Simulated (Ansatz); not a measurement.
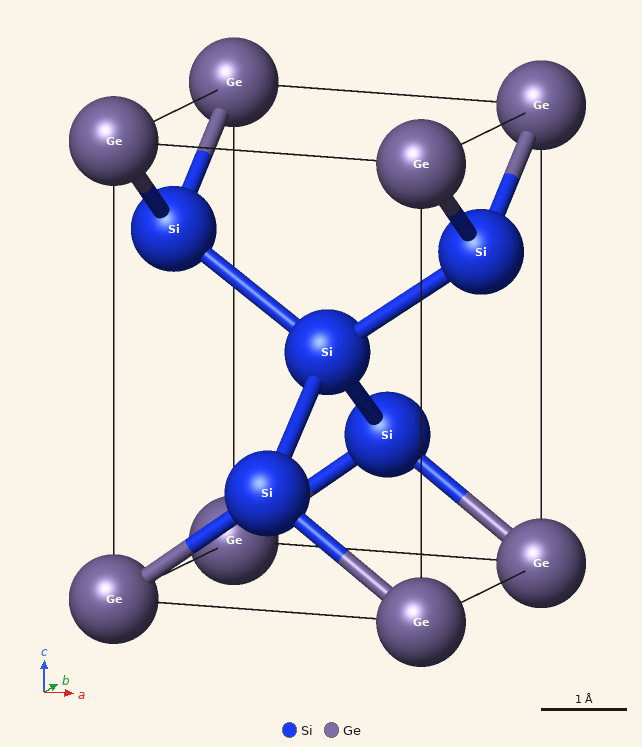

Ball-and-stick model, viewed slightly off an axis. Atoms at the boundary of the conventional unit cell (the box) are drawn once for each face, edge or corner they touch. Cell: a = 3.91 Å, b = 3.91 Å, c = 5.53 Å, α = 90.00°, β = 90.00°, γ = 90.00°.

Origin of the cell: a structure type filled with these elements by a generator (whether the compound takes this form wasn't checked). Earlier steps of the study may have refined or changed the cell and positions. A calculation with Ansatz used it as input.

> Characterise what is shown.

The material is Si3Ge. The atoms follow space group P-4m2 (No. 115); the Bravais lattice is primitive tetragonal. In the cell are 3 Si, 1 Ge, which makes 1 formula unit. Each Ge has four Si in a tetrahedral arrangement at about 2.4 Å. Si takes two kinds of site: 2g with two Si and two Ge in a tetrahedral arrangement (about 2.4 Å to Si, 2.4 Å to Ge); 1c with four Si in a tetrahedral arrangement at about 2.4 Å. The bonds build a three-dimensional framework.

Electronic-structure method: DFT PBE, scalar-relativistic, plane waves, PAW in Ansatz. Parameters: a basis cut at 420 eV, the zone sampled with 10×10×6 points, Gaussian smearing of 0.02 eV, no spin polarisation.

> Metal or not?

A semiconductor at this level, with a gap of 0.38 eV, indirect.

> State the Bader charges by element.

Si +0.03 to +0.12 e; Ge -0.26 e.

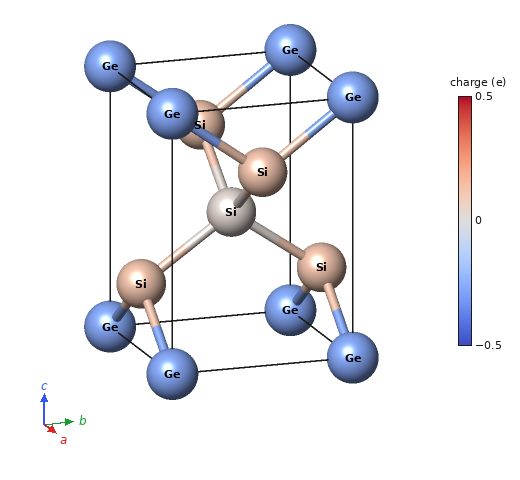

The atoms coloured by those charges. The run's cell of 4 atoms is drawn.

> Can this geometry be taken as optimised?

Yes. All forces vanish to within 0.01 eV/Å. The pressure is 0.0 GPa, close to zero.
